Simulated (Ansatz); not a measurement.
BN: single-point calculation

BN (F-43m, 2 atoms in the cell), computed with DFT PBE, scalar-relativistic, plane waves, PAW, no spin polarisation (Ansatz 0.2.0).

The structure derives from a Materials Project entry. Figures and captions count atoms from 1; the log counts them from 0 in places.

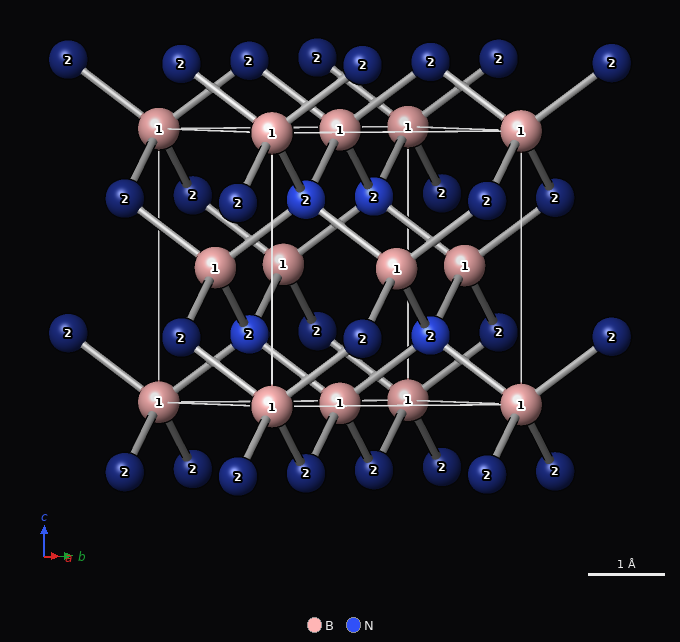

Fig. 1: The input geometry (ball-and-stick view of the cell 4 times as large as that of the calculation, set on its symmetry axes, seen at an oblique angle; neighbours outside the cell are drawn fainter; atoms are numbered from 1 in the order of the input).

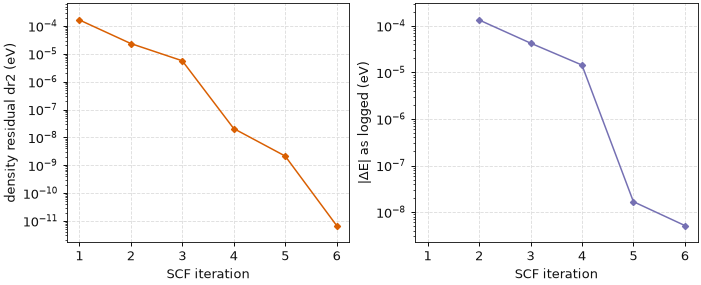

Fig. 2: Convergence of the self-consistent field: density residual dr2 and size of the energy change against the SCF iteration. The residual falls at every step.

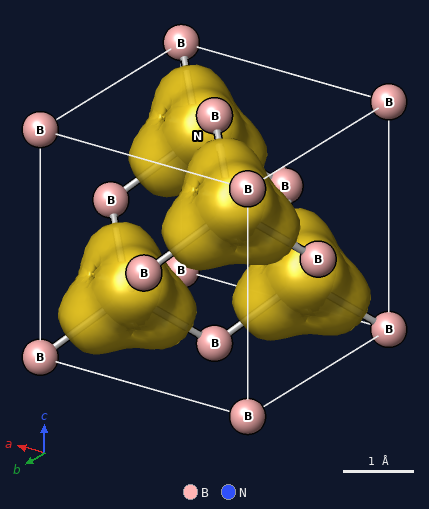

Fig. 3: Isosurface of the electron localisation function at 0.7 (yellow), seen at an oblique angle. Only the valence region is drawn (cores and ρ < 0.01 e/Å³ removed). Sticks mark near contacts. The outline is the cell set on symmetry axes. Along the contacts the grid gives the following. B–N (1.57 Å): the ELF peaks at about 0.95 between the atoms, which marks a polar covalent bond. The fields are those of the smooth PAW valence density.

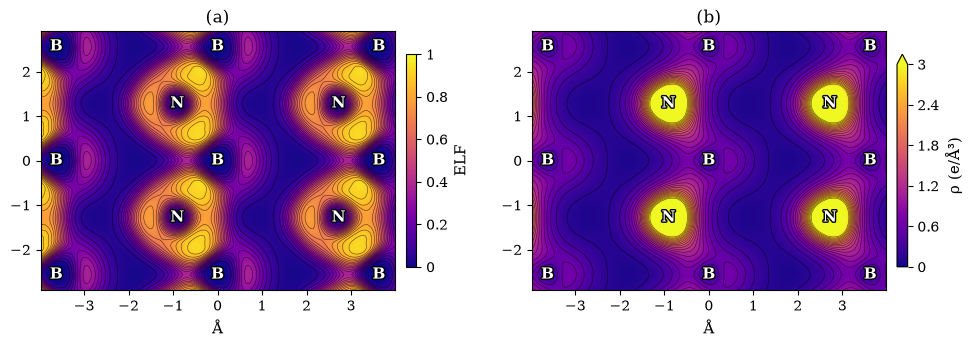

Fig. 4: (a) electron localisation function; (b) valence electron density on the (110) plane of the conventional cell. The section cuts through B and N sites. Away from the nuclei the density in this plane falls to 0.08 e/Å³ at its lowest.

The input that produced these results follows, with the program's output.

Input:
```yaml
crystal:
  lattice:
    - [0.0, 1.812348512, 1.812348512]
    - [1.812348512, 0.0, 1.812348512]
    - [1.812348512, 1.812348512, 0.0]
  atoms:
    - { symbol: B, position: [0.0, 0.0, 0.0] }
    - { symbol: "N", position: [0.75, 0.75, 0.75] }
basis:
  ecutwfc: 420
kpoints:
  mp_grid: { grid: [10, 10, 10] }
hamiltonian:
  xc: pbe
scf:
  occupations: { method: gaussian, width: 0.05 }
output:
  forces: true
  stress: true
  eigenvalues: true
  write_density: true
  write_potential: true
  elf: true
  volumetric_format: npy
```

Launch command:
```bash
ansatz run input.yaml --threads 1 --pin off --max-ram 2560MiB --backend cpu --events-out ev --progress --plain --runs-dir out
```

Output:
```
Engine: ansatz 0.2.0, x86_64-unknown-linux-gnu
Pseudopotentials: kind: paw
Pseudopotential: B, paw, valence charge 3, recommended cutoff 420 eV (normal), B.paw.azcp
Pseudopotential: N, paw, valence charge 5, recommended cutoff 420 eV (normal), N.paw.azcp
Functional definition: PBE
  parameter kappa = 0.804
  parameter beta = 0.06672455060314922
  exchange = pbe_x(kappa = kappa, mu = beta*pi^2/3)
  correlation = pbe_c(beta = beta)
Crystal: 2 atoms, lattice volume = 11.906 Å³
Basis set: ecut = 420 eV, 259 PW (Γ), exchange–correlation on 36×36×36 points (8 copies of the dense FFT grid, shifted against one another)
Bands: 8, of which v1, the nominal top of the filled ones, is band 4 counted from 1 (3 counted from 0)
Symmetry: 24 space group operations
Space group: F-43m (ITA 216), of the structure as read, at distance tolerance 2.3e-5 Å
k-points: 47 of 1000 (time reversal used)
Non-local potential: B, projectors of the file, l = 0: 2, l = 1: 2, l = 2: 1
Non-local potential: N, projectors of the file, l = 0: 2, l = 1: 2, l = 2: 1
PAW form: soft (Blöchl's): semilocal exchange-correlation on the pseudo side does not see the compensation charge
PAW one-centre angular grid: B, 110 points (default); XC on 64 Gauss nodes
PAW one-centre angular grid: N, 110 points (default); XC on 64 Gauss nodes
Initial density: superposition of atomic densities (neutral atoms: chi_scale 0, normalization atom), corrected by the library's trained network
Initial wavefunctions: pseudopotential atomic-orbital guess
Functional: x = pbe(κ = 0.804, μ = 0.2195149727645171), c = pbe(β = 0.06672455060314922)
SCF iter   1: F=—  HF=-542.275782 eV  |F-HF|=—  |Δ(HF+E_count)|=         —  Δρ=1.60e-3  dr2=1.65e-4  ethr=1.77e-3  ⟨swp⟩=4.3  Hψ=2386  notcnv=0
preconditioner: auto → none  [insulator: Δε(μ)=4.467 eV  Ē_g=19.896 eV  σ=0.050 eV  W_gap=1.00  n_scr=0 (ndim 8)  ℏωp=30.4 eV  f_vac=0.000  D(μ)=0.00/eV (n_scr^D=0)  ε∞_Penn≈3.3]
SCF iter   2: F=—  HF=-542.275916 eV  |F-HF|=—  |Δ(HF+E_count)|=   1.34e-4  Δρ=8.32e-4  dr2=2.34e-5  ethr=2.06e-6  ⟨swp⟩=2.1  Hψ=933  notcnv=0
SCF iter   3: F=—  HF=-542.275958 eV  |F-HF|=—  |Δ(HF+E_count)|=   4.26e-5  Δρ=3.73e-4  dr2=5.63e-6  ethr=2.92e-7  ⟨swp⟩=2.1  Hψ=533  notcnv=0
iter 4 did not close the SCF: its close was put off for the readings that it lacked (scf_convergence_deferred on its scf_iter line)
SCF iter   4: F=-542.275973 eV  HF=-542.275973 eV  |F-HF|=1.63e-8  |Δ(HF+E_count)|=   1.44e-5  Δρ=2.37e-5  dr2=2.07e-8  ethr=7.04e-8  ⟨swp⟩=2.3  Hψ=543  notcnv=0
iter 5 did not close the SCF: its close was put off for the readings that it lacked (scf_convergence_deferred on its scf_iter line)
SCF iter   5: F=-542.275973 eV  HF=-542.275973 eV  |F-HF|=4.58e-9  |Δ(HF+E_count)|=   1.67e-8  Δρ=8.35e-6  dr2=2.13e-9  ethr=2.59e-10  ⟨swp⟩=2.2  Hψ=484  notcnv=0
SCF iter   6: F=-542.275973 eV  HF=-542.275973 eV  |F-HF|=1.21e-11  |Δ(HF+E_count)|=   5.13e-9  Δρ=3.81e-7  dr2=6.80e-12  ethr=2.66e-11  ⟨swp⟩=4.2  Hψ=1668  notcnv=0
SCF 1 converged in 6 iterations: F = -542.275973 eV  dr2 = 6.80e-12
  greatest PAW one-centre occupation: 0.786 electrons in one spin orbital (limit 2), on the N atom at site 1 (counted from 0), in its partial waves of l = 0
SCF converged after 6 iterations
Free energy (F): -542.275973 eV
Harris-Foulkes:  -542.275973 eV  (|F-HF|=1.21e-11)
Internal energy: -542.275973 eV  (E = F + TS)
E sigma→0 (E₀):  -542.275973 eV
Fermi energy:    13.282191 eV
--- Per-component energies (eV) ---
  E_band       = 25.734056
  E_kinetic    = 185.140320
  E_local      = -176.091445  (includes V_loc(G=0)·N_el)
  E_nonlocal   = 56.518471
  E_hartree    = 49.317214
  E_xc         = -93.329312
  E_vxc        = -116.076340  (∫ρ·V_xc dr)
  E_paw        = -206.405448  (= ΣΔE_a)
  E_vpaw       = -22.391480  (= ΣTr[D̂ρ^β])
  E_aug_tail   = 0.000103  (compensation charges beyond the density's cutoff)
  E_ewald      = -357.425876
  E_smearing   = -0.000000  (= −TS)
  E_closure    = 0.000000  (closes the sum)
  Σ components = -542.275973   (vs F -542.275973, Δ=0.00e0)
--- Forces (eV/Å), atoms counted from 1 ---
  atom   1  B     -0.00000000     0.00000000    -0.00000000
  atom   2  N      0.00000000    -0.00000000     0.00000000
  max |Σ_I F_I| component: 5.37e-16 eV/Å
--- Stress (GPa, compression-positive) ---
        0.009159       0.000000      -0.000000
        0.000000       0.009159       0.000000
        0.000000       0.000000       0.009159
  P = ⅓ Tr σ = 0.0092 GPa (0.092 kbar)
--- Band table (eV; the first three rows and the last of 47) ---
  k-point 0: bands = ["-9.0900", "11.0508", "11.0508", "11.0508", "19.8431", "19.8431", "19.8431", "21.2425"]
  k-point 1: bands = ["-8.8483", "9.7896", "10.7998", "10.7998", "20.0935", "20.2231", "20.2231", "22.0521"]
  k-point 2: bands = ["-8.1373", "7.0899", "10.2339", "10.2339", "20.4392", "21.0113", "21.0113", "23.7306"]
  k-point 46: bands = ["-3.2812", "3.1904", "4.5184", "4.7361", "19.7867", "24.0035", "25.0693", "26.9703"]
```

Summary:

| quantity | value |
| --- | --- |
| outcome | converged |
| space group (tolerance 0.01 Å) | F-43m (216) |
| electrons treated | 8 |
| free energy | −542.2760 eV |
| Fermi energy | 13.282 eV |
| gap on the k-point mesh | 4.46 eV |
| pressure | 0.01 GPa |
| largest force (length of the vector) | under 0.001 eV/Å |
| hardware | 1 thread of Oxide Virtual Turin-like (Zen 5), 32 GiB of memory available, shared host |
| wall time | 0.7 s |
| peak memory | 0.3 GiB |
